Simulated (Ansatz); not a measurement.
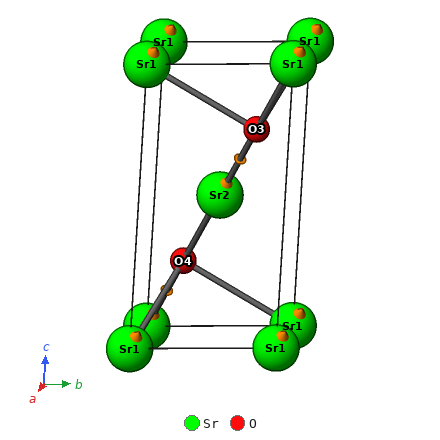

The system is SrO (Fm-3m, No. 225; 4 atoms in the cell); the picture shows the reference structure; orange arrows give the pattern of the mode. The energy is mapped over a normal mode and a strain (zone-centre modes of the 4-atom cell of this scan, which folds in the wave vector (0, 0, 1/2) of the primitive cell) (x, y and z along the cube axes). First axis: amplitude of mode 8 (217 cm⁻¹), largest displacement in the unstrained cell. Second axis: equal normal strain along x, y and z. Nothing is relaxed (the pattern is fixed in fractional coordinates). The scan uses a 7 × 7 grid; 25 points were computed and 20 follow by symmetry. At 4 points there is no value. Points are written as (first, second). Energies: meV per cell, counted from the lowest grid point. Level of theory: DFT LDA, scalar-relativistic, plane waves, PAW (Ansatz). Settings: cutoff 520 eV, k-mesh 9×9×8 in the order of the run's cell vectors, gaussian smearing 0.05 eV, no spin polarisation.

Its coordinates:

```
CELL_PARAMETERS angstrom
0.00000 -2.53219 -2.53219
-2.53219 0.00000 -2.53219
2.53219 2.53219 -5.06437
ATOMIC_POSITIONS crystal
Sr 0.00000 0.00000 0.00000
Sr 0.50000 0.50000 0.50000
O 0.75000 0.75000 0.75000
O 0.25000 0.25000 0.25000
```

Range: amplitude of mode 8 (217 cm⁻¹), largest displacement in the unstrained cell from −0.136 to 0.136 Å; equal normal strain along x, y and z from −2.50 to 2.50 %.

Q: What landscape does the calculation give?

A: The lowest grid point is at (0.000 Å, 0.00 %). It is the only kind of minimum in the scanned range. The highest grid point, (−0.136 Å, −2.50 %), lies 222 meV above the lowest. The gap on the k-mesh is 3.2 eV at the lowest point and runs from 3.1 to 3.3 eV over the map.

| second ↓, first → | −0.136 | −0.091 | −0.045 | 0.000 | 0.045 | 0.091 | 0.136 |
| --- | --- | --- | --- | --- | --- | --- | --- |
| 2.50 | 154 | 128 | 114 | 109 | 114 | 128 | 154 |
| 1.67 | 102 | 72 | 55 | – | 55 | 72 | 102 |
| 0.83 | 72 | 38 | 19 | 13 | 19 | 38 | 72 |
| 0.00 | 67 | – | 7 | 0 | 7 | – | 67 |
| −0.83 | 89 | 45 | 21 | 13 | 21 | 45 | 89 |
| −1.67 | 140 | 91 | 65 | – | 65 | 91 | 140 |
| −2.50 | 222 | 169 | 139 | 130 | 139 | 169 | 222 |

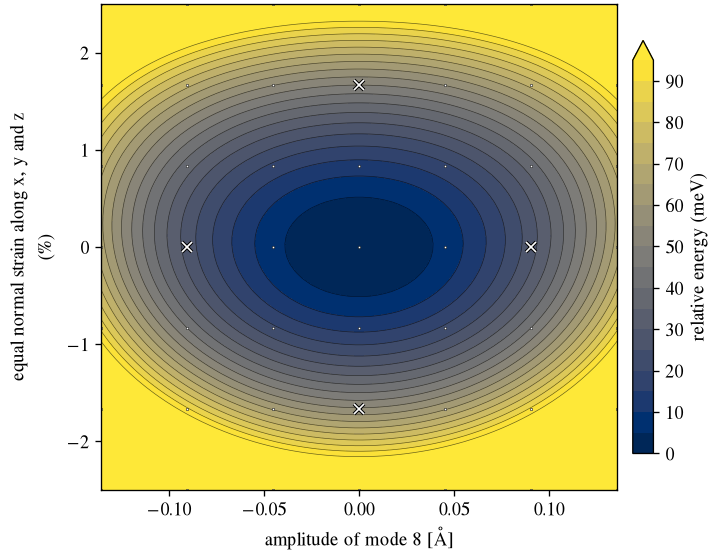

In the figure: filled contours, crosses at grid points without a value, dots at the grid points, one colour for all values above the top of the scale. Between grid points the surface is interpolated.

Each point was launched as `ansatz run input.yaml --threads 1 --pin off --max-ram 2048MiB --backend cpu --events-out ev --progress --plain --runs-dir out`. Time for the 25 points that were run: 21 min on 1 thread of Arm Neoverse N1, on a shared host.
